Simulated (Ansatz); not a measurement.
System: Bi$_{2}$Se$_{3}$.

Input

```
crystal:
  lattice:
    - [2.0936564891, 1.2087731376, 10.4340296434]
    - [-2.0936564891, 1.2087731376, 10.4340296434]
    - [0.0, -2.4175462751, 10.4340296434]
  atoms:
    - { symbol: Bi, position: [0.386360782, 0.398068252, 0.4023534835] }
    - { symbol: Bi, position: [0.613639218, 0.601931748, 0.5976465165] }
    - { symbol: Se, position: [0.0, 0.0, 0.0] }
    - { symbol: Se, position: [0.1890666119, 0.229595139, 0.2444296095] }
    - { symbol: Se, position: [0.8109333881, 0.770404861, 0.7555703905] }
basis:
  ecutwfc: 420
kpoints:
  mp_grid: { grid: [6, 6, 6] }
hamiltonian:
  xc: pbe
scf:
  occupations: { method: gaussian, width: 0.05 }
output:
  forces: true
  stress: true
  eigenvalues: true
  write_density: true
  write_potential: true
  elf: true
  volumetric_format: npy
```

Launched as:

```sh
ansatz run input.yaml --threads 2 --pin off --max-ram 5120MiB --backend cpu --events-out ev --progress --plain --runs-dir out
```

Below, planes, directions and counts refer to the conventional cell (a = 4.19 Å, b = 4.19 Å, c = 10.71 Å, α = 78.73°, β = 78.73°, γ = 60.00°).

Space group P-1; not relaxed (largest force 0.6 eV/Å).

All numbers below come from Ansatz 0.2.0, DFT PBE, scalar-relativistic, plane waves, PAW.

Predict the valence pseudo-density and electron localisation function between the atoms.

Bi–Se (2.98 Å): ρ at the midpoint is about 0.28 e/Å³; the ELF is about 0.45 at the midpoint and 0.35 at its lowest between the atoms.
Bi–Se (3.09 Å): the density is about 0.22 e/Å³ at the midpoint; the ELF is about 0.30 at the midpoint.

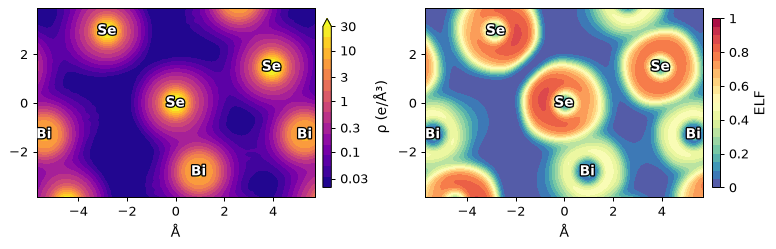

Computed valence pseudo-density and electron localisation function on the (11̄0) plane of the conventional cell, in this order. 

Core electrons are frozen (PAW), and the valence fields are smoothed inside the atomic spheres.
